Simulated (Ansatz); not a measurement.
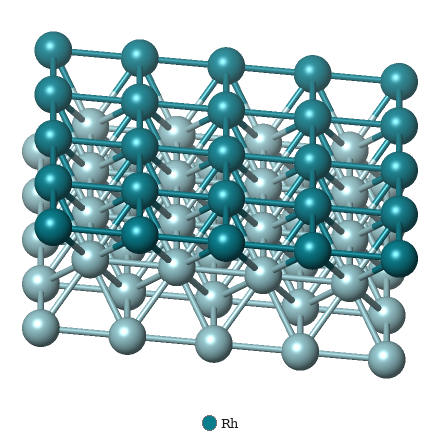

The system is H on a Rh(100) slab cut from the Fm-3m phase, its upper half relaxed before the scan (12 atoms of substrate and one adsorbate in a 2 × 2 cell); the picture shows it without the atoms that are moved over the map. H is moved over the surface cell; relaxed at each place: the height of the adsorbate's atoms; substrate rigid; the origin of the map has the adsorbate above Rh9. Places are given modulo a cell vector. The map is drawn in real space over the plane of the surface. Grid: 6 × 6 points; 10 points were computed and 26 follow by symmetry. Places are given in fractions of the 1 × 1 surface cell. Energies are in meV, from the lowest grid point. All numbers below come from Ansatz 0.2.0, DFT PBE, scalar-relativistic, plane waves, PAW. Settings: cutoff 420 eV, k-mesh 5×5×1, gaussian smearing 0.1 eV, no spin polarisation.

Range: position of H13 along the first surface vector from 0.000 to 0.833; position of H13 along the second surface vector from 0.000 to 0.833.

What will the energy surface look like?

Answer. The lowest grid point is at a bridge site between two Rh atoms, (0/6, 3/6) of the cell vectors; the map holds 2 wells of about this depth. A higher local minimum lies near a fourfold hollow over a second-layer Rh atom, (3/6, 3/6) of the cell vectors (11 meV above the lowest at that grid point). The highest grid point, the top site over a surface Rh atom, (0/6, 0/6) of the cell vectors, lies 295 meV above the lowest. On the interpolated surface the easiest way out of the lowest well to the well at a fourfold hollow over a second-layer Rh atom, (3/6, 3/6) of the cell vectors passes a barrier of about 33 meV. At the lowest point the adsorbate has 2 Rh at 1.76 Å as nearest neighbours, at the highest 1 Rh at 1.58 Å. Its relaxed height above the top atom is 1.13 Å at the lowest and 1.58 Å at the highest point.

```
second ↓, first →  0/6  1/6  2/6  3/6  4/6  5/6
              5/6  284  276  191   18  191  276
              4/6  188  191  144   30  144  191
              3/6    0   18   30   11   30   18
              2/6  188  191  144   30  144  191
              1/6  284  276  191   18  191  276
              0/6  295  284  188    0  188  284
```

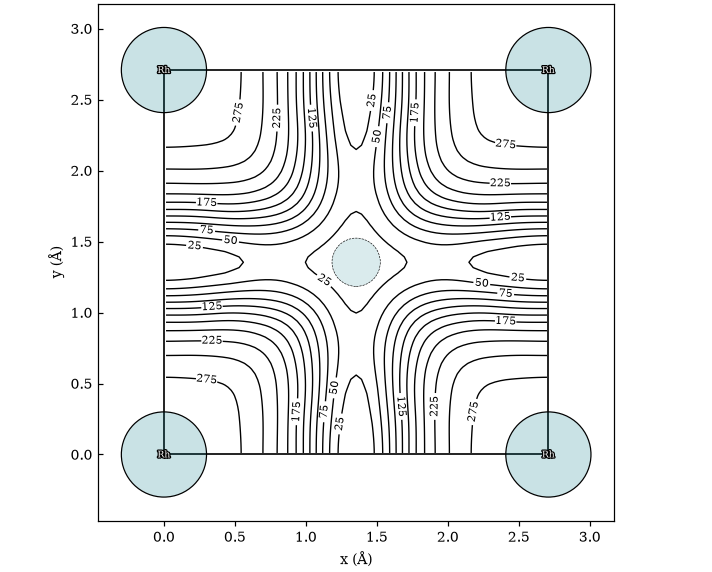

In the figure: contour lines labelled in meV, labelled circles for the atoms of the top layer and small ones for the second layer, the outline of one cell of the plane. Between grid points the surface is interpolated.

Time for the 10 points that were run: 9.7 min on 4 threads of Arm Neoverse V1 (shared host).

PAW datasets: the set soft_1.
